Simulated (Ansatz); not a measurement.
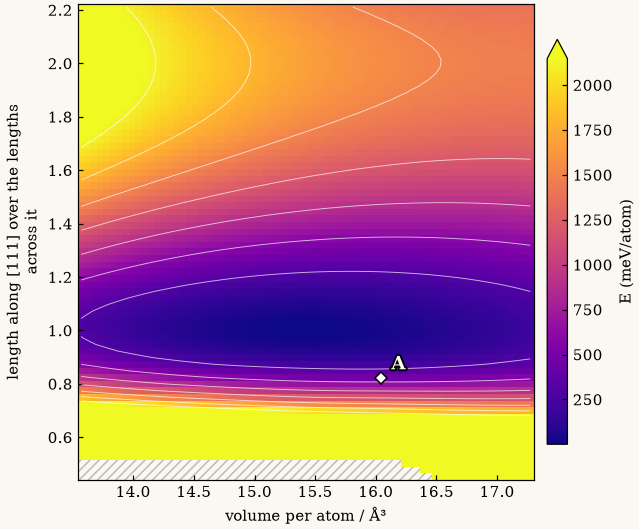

W (Im-3m, No. 229; 1 atom in the cell). The energy is mapped over volume and the cell's shape. Coordinates scanned: (1) volume per atom; (2) length along [111] over the lengths across it, relative to the cubic cell. Nothing is relaxed (symmetry fixes all fractional coordinates). The grid has 7 × 9 points. At 5 points there is no value (left out of the scan, as a rule where atoms come close). Points are written as (first, second). Energies are in meV/atom, from the lowest grid point. All numbers below come from DFT LDA, scalar-relativistic, plane waves, PAW in Ansatz. Settings: cutoff 420 eV, k-mesh 22×22×22, gaussian smearing 0.15 eV, no spin polarisation.

Drawn: a smooth colour map with a few white contour lines, one colour for all values above the top of the scale, hatched blanks where no value was computed, the point A. Between grid points the surface is interpolated.

Question: Which way does the force act at A, and how strong is it?

Answer: A, at (16.04 Å³, 0.820), is not a stationary point. The computed force is nearly zero along volume per atom and 6800 meV/atom for each unit towards larger values of the second coordinate.

PAW datasets: the set soft_1.
